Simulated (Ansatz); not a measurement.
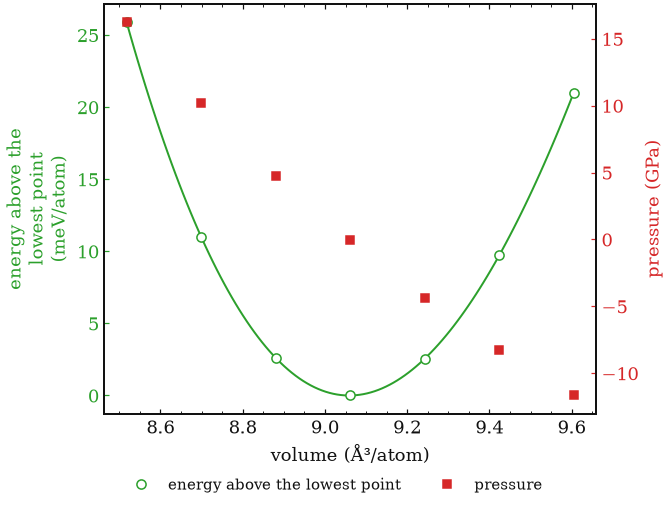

Caption: Energy above the lowest point and pressure against volume for Co₂O₃, space group Pn-3m (No. 224) (one of a set of cubic test structures, which need not be the stable phase).

A third-order Birch–Murnaghan fit gives V0 = 9.06 Å³/atom, B0 = 228 GPa and B′ = 4.6. The energy above the lowest point is 25.9 meV/atom at volume 8.5177 Å³/atom and 21.0 meV/atom at 9.6051 Å³/atom; the lowest computed point is at volume 9.0614 Å³/atom (0.0 meV/atom), and no other minimum shows. The pressure falls from 16.2 GPa at volume 8.5177 Å³/atom to −11.7 GPa at 9.6051 Å³/atom, and changes sign near 9.06 Å³/atom.

Computed with Ansatz 0.2.0 development build: equation of state of a cubic crystal from periodic Kohn-Sham density functional theory without spin, third-order Birch-Murnaghan fit to the free energies; pressure corrected for the finite basis. Level: PBE.

structure type cubic X2O3; atoms in cell 10; space group number 224; lattice centring simple cubic; k mesh 12×12×12; occupation method Fermi–Dirac; occupation width 0.06123 eV; wave cutoff 700 eV; datasets hard PAW; density tolerance 1e−09 eV; bands 62; density cutoff ratio 4; search for lower states default.

Note: cubic model structure, not the ambient form; modest k-mesh, values are not fully converged in k; no spin polarisation, a magnetic state may lie lower.

Input of one of the runs behind the figure:
```
crystal:
  lattice:
    - [4.491573754911, 0.0, 0.0]
    - [0.0, 4.491573754911, 0.0]
    - [0.0, 0.0, 4.491573754911]
  atoms:
    - { symbol: Co, position: [0.25, 0.25, 0.25] }
    - { symbol: Co, position: [0.75, 0.75, 0.25] }
    - { symbol: Co, position: [0.75, 0.25, 0.75] }
    - { symbol: Co, position: [0.25, 0.75, 0.75] }
    - { symbol: O, position: [0.5, 0, 0] }
    - { symbol: O, position: [0, 0.5, 0] }
    - { symbol: O, position: [0, 0, 0.5] }
    - { symbol: O, position: [0.5, 0.5, 0] }
    - { symbol: O, position: [0.5, 0, 0.5] }
    - { symbol: O, position: [0, 0.5, 0.5] }
kpoints:
  mp_grid: { grid: [12, 12, 12] }
hamiltonian:
  xc: pbe
  pseudopotentials:
    kind: paw
    azcp:
      Co: "pseudopotentials/pbe/paw/ansatz_paw_generated_hard_1/Co.paw.azcp"
      O: "pseudopotentials/pbe/paw/ansatz_paw_generated_hard_1/O.paw.azcp"
scf:
  occupations: { method: fermi_dirac, width: 0.061225619053 }
  convergence: { dr2_threshold: "1e-9 eV" }
  max_iter: 300
output:
  forces: true
  stress: true
```

Run as:
```bash
ansatz run input.yaml --threads 1
```
